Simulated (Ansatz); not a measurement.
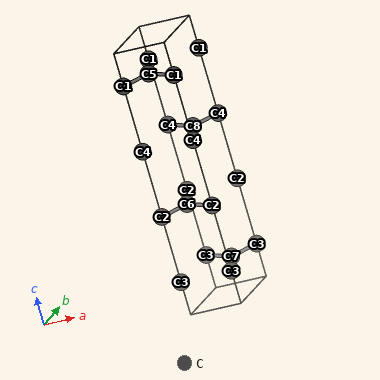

Three computed energy maps of cells of C. The picture above is the structure of the first map.

Map 1

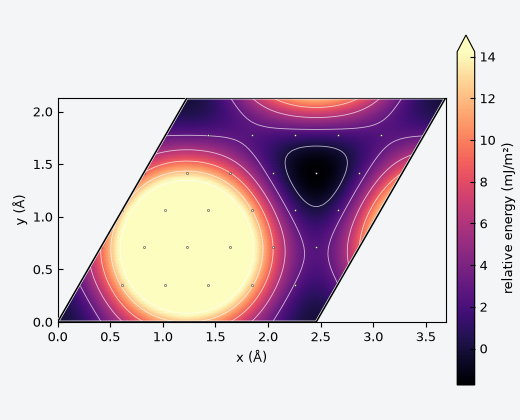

C (P6_3/mmc, No. 194; 8 atoms in the cell). Gamma surface: rigid slide across a plane, one fault a cell; the plane is (0 0 1) of the conventional cell. Places are given modulo a cell vector. The map is drawn in real space over the plane of the slide. Nothing is relaxed (rigid halves, spacing across the cut fixed). The scan uses a 6 × 6 grid; 10 points were computed and 26 follow by symmetry. All energies are given in mJ/m² relative to the perfect crystal. Level of theory: DFT PBEsol, scalar-relativistic, plane waves, PAW in Ansatz. Settings: cutoff 520 eV, k-mesh 18×18×3 in the order of the run's cell vectors, gaussian smearing 0.15 eV, no spin polarisation.

The picture shows a smooth colour map with a few white contour lines, dots at the grid points, the outline of one cell of the plane, one colour for all values above the top of the scale. Between grid points the surface is interpolated.

Map 2

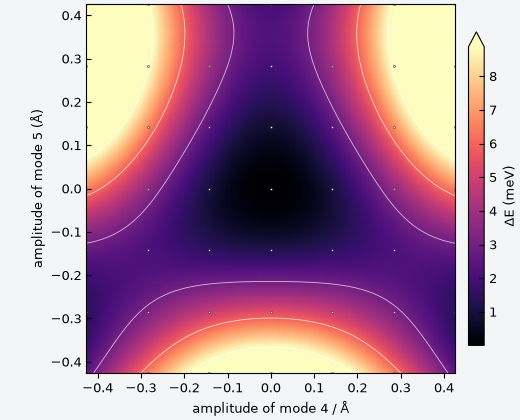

C (P6_3/mmc, No. 194; 4 atoms in the cell). The energy is mapped over two normal modes frozen in (zone-centre modes of the 4-atom cell of this scan). The first coordinate is: amplitude of mode 4 (25 cm⁻¹), largest displacement; the second: amplitude of mode 5 (25 cm⁻¹), largest displacement. Nothing is relaxed (the cell and all other modes fixed). Grid: 7 × 7 points; 28 points were computed and 21 follow by symmetry. Points are written as (first, second). Energies: meV per cell, counted from the lowest grid point. Level of theory: DFT PBEsol, scalar-relativistic, plane waves, PAW (Ansatz). Settings: cutoff 520 eV, k-mesh 18×18×6 in the order of the run's cell vectors, gaussian smearing 0.15 eV, no spin polarisation.

In the figure: a smooth colour map with a few white contour lines, dots at the grid points, one colour for all values above the top of the scale. Between grid points the surface is interpolated.

Map 3

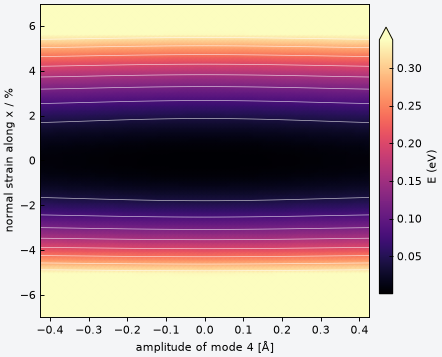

C (P6_3/mmc, No. 194; 4 atoms in the cell). The energy is mapped over a normal mode and a strain (zone-centre modes of the 4-atom cell of this scan) (x along [1 0 0], y along [1 2 0], z along [0 0 1] of the conventional cell). First axis: amplitude of mode 4 (25 cm⁻¹), largest displacement in the unstrained cell. Second axis: normal strain along x. Nothing is relaxed (the pattern is fixed in fractional coordinates). The scan uses a 7 × 7 grid; 28 points were computed and 21 follow by symmetry. Points are written as (first, second). Energies: eV per cell, counted from the lowest grid point. The lowest point has no gap; 42 points of the grid have one on the k-mesh. Level of theory: DFT PBEsol, scalar-relativistic, plane waves, PAW (Ansatz 0.2.0). Settings: cutoff 520 eV, k-mesh 18×18×6 in the order of the run's cell vectors, gaussian smearing 0.15 eV, no spin polarisation.

The picture shows a smooth colour map with a few white contour lines, one colour for all values above the top of the scale. Between grid points the surface is interpolated.

> What does each map show?

Map 1: The lowest grid point is at (4/6, 4/6) of the cell vectors, −1.7 mJ/m² from the perfect crystal. A higher local minimum lies near (0/6, 0/6) of the cell vectors (1.7 mJ/m² above the lowest at that grid point). These are metastable stacking faults of the rigid slide. The highest grid point, (2/6, 2/6) of the cell vectors, lies 31.1 mJ/m² above the lowest. On the interpolated surface the easiest way out of the lowest well to the well at (0/6, 0/6) of the cell vectors passes a barrier of about 4.2 mJ/m².
Map 2: The lowest grid point is at (0.000 Å, 0.000 Å). The energy also falls towards the edge at (−0.426 Å, −0.284 Å) (1.4 meV above the lowest) and (0.426 Å, −0.284 Å) (1.4 meV above the lowest), where a further well may lie outside the range. The highest grid point, (−0.426 Å, 0.284 Å), lies 15.3 meV above the lowest.
Map 3: The lowest grid point is at (0.000 Å, 0.00 %). The highest grid point, (−0.426 Å, −7.00 %), lies 0.68 eV above the lowest.

> Maps 1, 2, 3 start from a relaxed reference structure. Do they show a way to lower its energy?

No. In each of them the reference is the lowest point, within the accuracy of the grid, so it is stable against the distortions scanned (other distortions weren't tried).

PAW datasets: the set soft_1.
